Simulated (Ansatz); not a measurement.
# Hf₄N: what the fields show

```xyz
5
Lattice="4.5152 0.0000 0.0000 0.0000 4.5152 0.0000 0.0000 0.0000 4.5152" Properties=species:S:1:pos:R:3 pbc="T T T"
Hf    2.2576    0.0000    0.0000
Hf    0.0000    2.2576    0.0000
Hf    0.0000    0.0000    2.2576
Hf    2.2576    2.2576    2.2576
N     0.0000    0.0000    0.0000
```

Space group Pm-3m; a structure generated by program, which may or may not match a known phase; computed without spin polarisation.

All numbers below come from DFT PBE, scalar-relativistic, plane waves, PAW in Ansatz.

The density is the valence pseudo-density of a PAW calculation; it isn't the true density close to the nuclei.

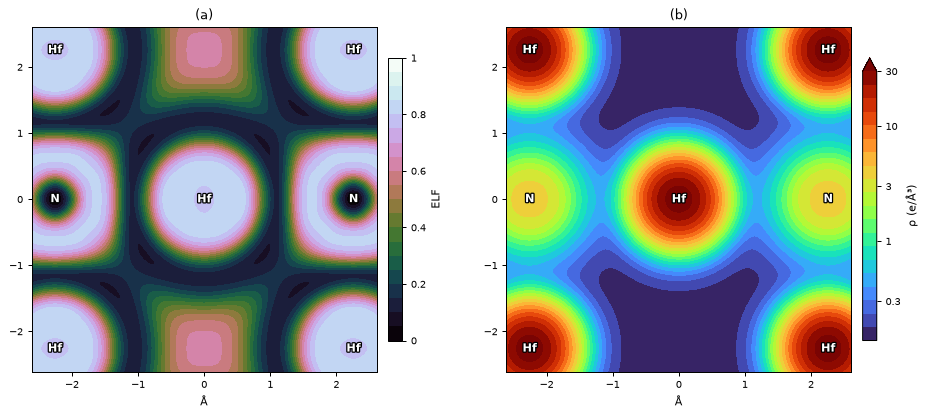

Figure 1. (a) electron localisation function; (b) valence electron density on the (001) plane of the conventional cell.

Q: What does the map show?

A:
- Atoms in the plane: Hf and N.
- Hf–N (2.26 Å): the density is about 0.52 e/Å³ at the midpoint; the ELF peaks at about 0.80 in the valence shell of N, 0.6 Å from its nucleus, and drops to about 0.15 between the two atoms: no localised pair shows between them.
- Hf–Hf (3.19 Å): the density is about 0.17 e/Å³ at the midpoint; the ELF is about 0.15 at the midpoint; no shared electron pair shows on this line.
- Between the atoms the lowest density in this plane is 0.14 e/Å³.
- The features right at Hf lie inside the PAW spheres, where the map follows smoothed inner orbitals and isn't to be read closely.

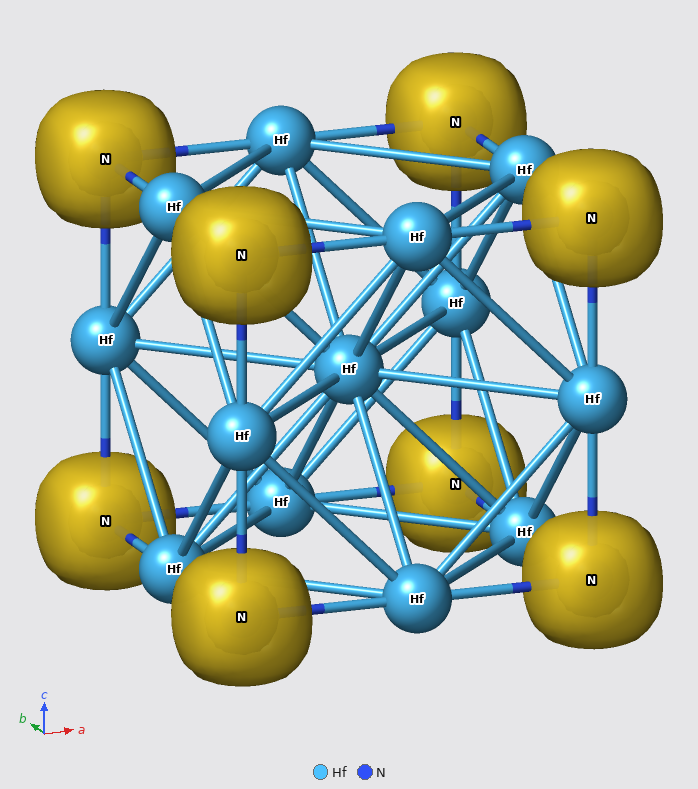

Figure 2. Isosurface of the ELF at 0.7 (yellow), seen slightly off an axis. Only the valence region is drawn (cores and ρ < 0.01 e/Å³ removed). Sticks mark near contacts.

Q: Identify the bonds, lone pairs and shells in this picture.

A: At this value the surface marks out one region wrapped around N (its valence shell), counted in one cell of 5 atoms. Regions shared between cells count once.

Q: Does the calculation give a band gap?

A: It is metallic or semimetallic at this level of theory: no gap opens.
